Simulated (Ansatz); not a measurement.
System: HfO₂, space group Fm-3m (No. 225) (one of a set of cubic test structures, which need not be the stable phase).

One of the inputs:
```
crystal:
  lattice:
    - [0.0, 2.517986064541, 2.517986064541]
    - [2.517986064541, 0.0, 2.517986064541]
    - [2.517986064541, 2.517986064541, 0.0]
  atoms:
    - { symbol: Hf, position: [0.0, 0.0, 0.0] }
    - { symbol: O, position: [0.25, 0.25, 0.25] }
    - { symbol: O, position: [0.75, 0.75, 0.75] }
kpoints:
  mp_grid: { grid: [4, 4, 4] }
hamiltonian:
  xc: hse06
  pseudopotentials: { kind: paw, source: jth }
scf:
  occupations: { method: fermi_dirac, width: 0.05 }
  convergence: { dr2_threshold: "1e-10 eV" }
  exx: { energy_threshold: "3e-8 eV", singularity: regularized }
output:
  forces: true
  stress: true
  eigenvalues: true
basis:
  xc_grid: 2
  ecutwfc: 1380.0
  ecutrho_ratio: 4
```

Command:
```bash
ansatz run input.yaml --threads 2
```

Method: equation of state of a cubic crystal from periodic Kohn-Sham density functional theory without spin, third-order Birch-Murnaghan fit to the free energies; pressure corrected for the finite basis (Ansatz 0.2.0 development build). Level: HSE06.

| setting | value |
| --- | --- |
| structure type | fluorite |
| atoms in cell | 3 |
| space group number | 225 |
| lattice centring | face-centred primitive |
| k mesh | 4×4×4 |
| occupation method | Fermi–Dirac |
| occupation width | 0.05 eV |
| wave cutoff | 1380 eV |
| datasets | JTH PAW |
| density tolerance | 0 eV |
| bands | 16 |
| density cutoff ratio | 4 |
| search for lower states | default |
| exchange singularity | regularized |
| xc grid level | 2 |

What does the calculation give for the energy above the lowest point and pressure against volume? The volume takes the values 9.99, 10.32, 10.64, 10.97, 11.29 Å³/atom.

A third-order Birch–Murnaghan fit gives V0 = 10.67 Å³/atom, B0 = 277 GPa and B′ = 4.2. The energy above the lowest point is 41.1 meV/atom at volume 9.99 Å³/atom and 29.0 meV/atom at 11.29 Å³/atom; the lowest computed point is at volume 10.64 Å³/atom (0.0 meV/atom). The pressure falls from 20.7 GPa at volume 9.99 Å³/atom to −14.1 GPa at 11.29 Å³/atom, and changes sign near 10.67 Å³/atom.

| volume (Å³/atom) | energy above the lowest point (meV/atom) | pressure (GPa) |
| --- | --- | --- |
| 9.99 | 41.1 | 20.7 |
| 10.32 | 10.3 | 9.8 |
| 10.64 | 0.0 | 0.6 |
| 10.97 | 7.1 | −7.3 |
| 11.29 | 29.0 | −14.1 |

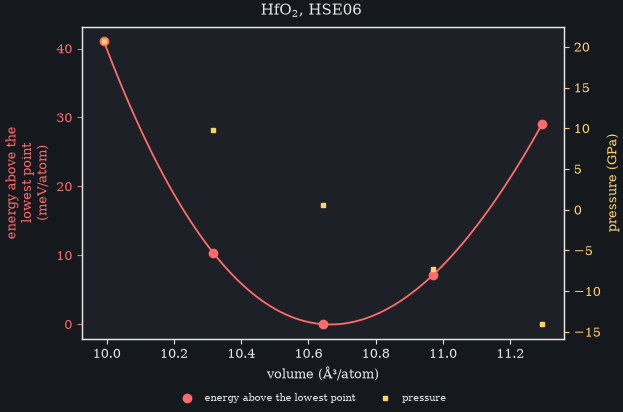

Note: cubic model structure, not the ambient form; pseudopotentials made with PBE, not this functional.
